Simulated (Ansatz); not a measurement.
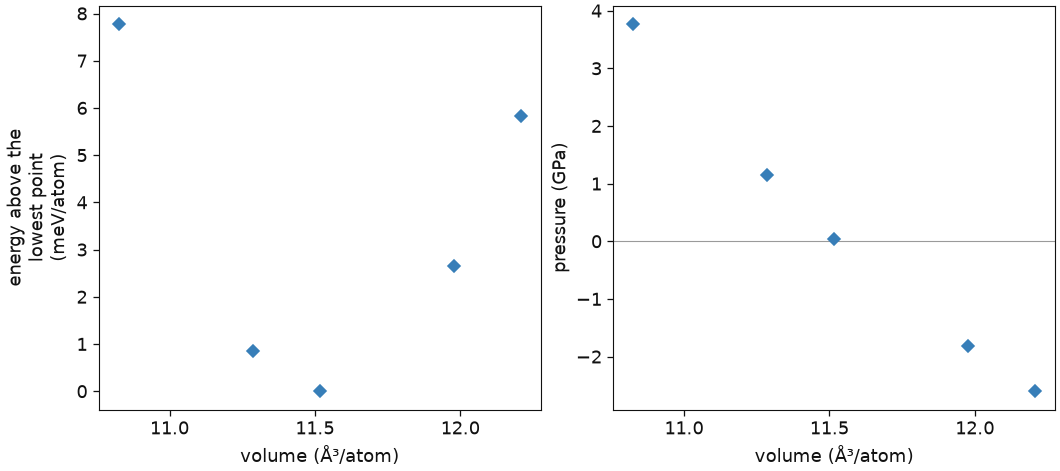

Plotted: energy above the lowest point and pressure against volume for LiO₃, space group Pm-3m (No. 221) (one of a set of cubic test structures, which need not be the stable phase).

Computed with Ansatz 0.2.0 development build: equation of state of a cubic crystal from periodic Kohn-Sham density functional theory without spin, third-order Birch-Murnaghan fit to the free energies; pressure corrected for the finite basis. Level: PBE.

structure type ReO3; atoms in cell 4; space group number 221; lattice centring simple cubic; k mesh 15×15×15; occupation method Fermi–Dirac; occupation width 0.06123 eV; wave cutoff 700 eV; datasets hard PAW; density tolerance 1e−09 eV; bands 15; density cutoff ratio 4; search for lower states default.

The points at volume 11.06 Å³/atom and 11.75 Å³/atom are left out of the plot. What values does the calculation give there?

```tsv
volume (Å³/atom)	energy above the lowest point (meV/atom)	pressure (GPa)
11.06	3.37	2.387
11.75	0.65	-0.940
```

Limits of the calculation: cubic model structure, not the ambient form; modest k-mesh, values are not fully converged in k; no spin polarisation, a magnetic state may lie lower.
